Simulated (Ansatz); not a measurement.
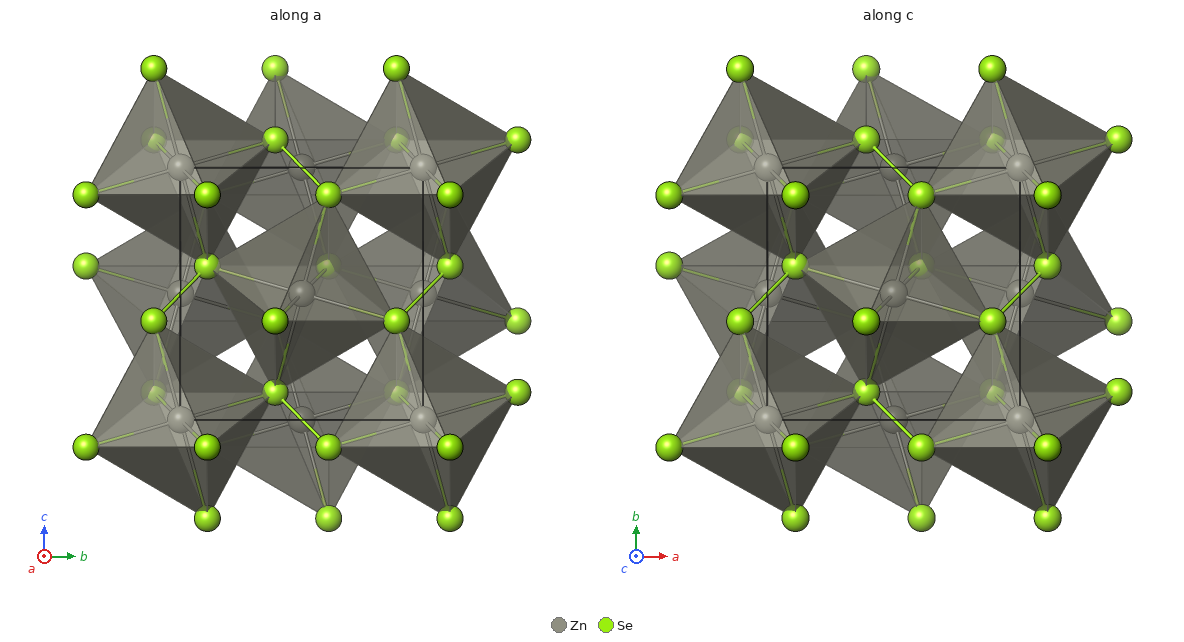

This polyhedral model is shown along the a axis and along the c axis. The edges of the conventional unit cell are marked. Some neighbours outside the box are added.

ZnSe$_{2}$, space group Pbca (No. 61), a = 6.18 Å, b = 6.18 Å, c = 6.43 Å, α = 90.00°, β = 90.00°, γ = 90.00°.

Computed with Ansatz 0.2.0, DFT PBEsol, scalar-relativistic, plane waves, PAW. Settings: a 420 eV plane-wave basis, k-points about 0.17 Å⁻¹ apart, Gaussian smearing of 0.02 eV, no spin polarisation.

**Classify it as metallic or gapped, with the value.**

A semiconductor at this level, with a gap of 0.55 eV.

**What pressure does the calculation give for this cell?**

The computed pressure is -0.5 GPa (stretched: it would shrink). The stress isn't hydrostatic: its largest component is 1.5 GPa.

The structure comes from a structure listed in the Materials Project. The cell was then strained or its atoms displaced on purpose. Ansatz was used for an electronic-structure calculation on it.
